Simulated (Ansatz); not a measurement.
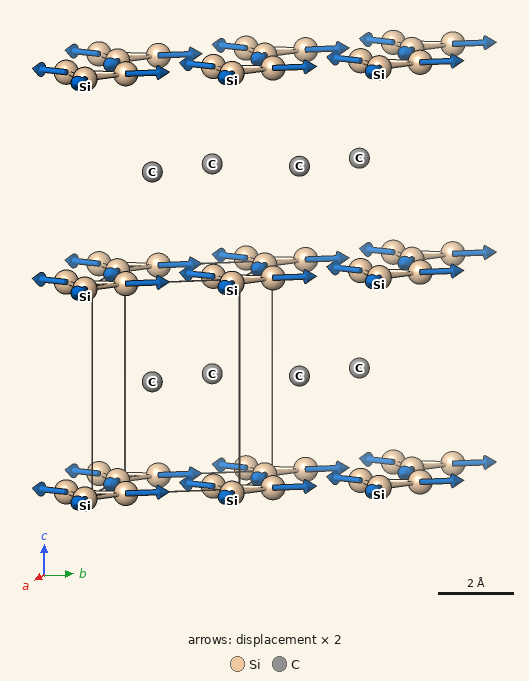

This is a relaxation of a crystal of Si$_{3}$C$_{2}$ (a generated structure, set up in P-62m) (coarse preliminary run). The starting structure is drawn; blue arrows show the displacements (the part carried along by the change of the cell is left out), magnified 2 times.

A ball-and-stick model of the cell of the calculation, repeated 1 × 2 × 2 with one cell outlined, seen slightly off an axis.

These are results of Ansatz 0.2.0, DFT PBE, scalar-relativistic, plane waves, PAW, not measurements.

Input file:
```yaml
crystal:
  lattice:
    - [4.14517211, 0.0, 0.0]
    - [-2.07258605, 3.58982435, 0.0]
    - [0.0, 0.0, 5.67014182]
  atoms:
    - { symbol: Si, position: [0.22739241, 0.0, 0.0] }
    - { symbol: Si, position: [0.0, 0.22739241, 0.0] }
    - { symbol: Si, position: [0.77260759, 0.77260759, 0.0] }
    - { symbol: C, position: [0.33333333, 0.66666667, 0.5] }
    - { symbol: C, position: [0.66666667, 0.33333333, 0.5] }
basis:
  ecutwfc: 420
kpoints:
  mp_grid: { grid: [6, 6, 4] }
hamiltonian:
  xc: pbe
scf:
  occupations: { method: gaussian, width: 0.1 }
  lower_state_search: "off"
output:
  forces: true
  stress: true
  eigenvalues: true
relax:
  adjacent_minimum: "off"
  f_tol: 0.04
  max_steps: 70
  cell: { stress_tol: 0.4 }
```

Run as
```bash
ansatz run input.yaml --threads 1 --pin off --max-ram 2560MiB --backend cpu --events-out ev --progress --plain --runs-dir out
```

**What happened in the run?**

Over 17 accepted moves (19 points after the start) the energy falls by 24.996 eV per cell of the calculation. Largest force component: 43 eV/Å at the start, 0.0093 eV/Å at the end. Pressure: 59.54 GPa at the start and −0.06 GPa at the end. At 2 points the geometry stayed and the basis and grid were re-selected for the new cell (energy shift of 43.5 meV per cell of the calculation at most each time). The largest moves relative to the cell, 0.63 Å, are those of Si1, Si2 and Si3. Si3 goes along [−1 −1 0]. C stays in place. The drawn cell changes as follows: a = b 4.145 → 4.756 Å (+14.7 %), c 5.670 → 2.764 Å (−51.3 %); the volume changes by −35.8 %. Some distances before and after: Si1–Si1 5.670 → 2.764 Å, Si1–Si2 1.633 → 2.958 Å, Si1–C4 3.278 → 2.060 Å, Si1–Si2 (another image) 2.851 → 2.647 Å. New bonds form: Si1–C4 (3.28 → 2.06 Å), Si1–C5 (3.28 → 2.06 Å), Si2–C4 (3.28 → 2.06 Å), Si2–C5 (3.28 → 2.06 Å). Bonds break: Si1–Si2 (1.63 → 2.96 Å), Si1–Si3 (1.63 → 2.96 Å), Si2–Si3 (1.63 → 2.96 Å). The space group stays P-62m (No. 189).
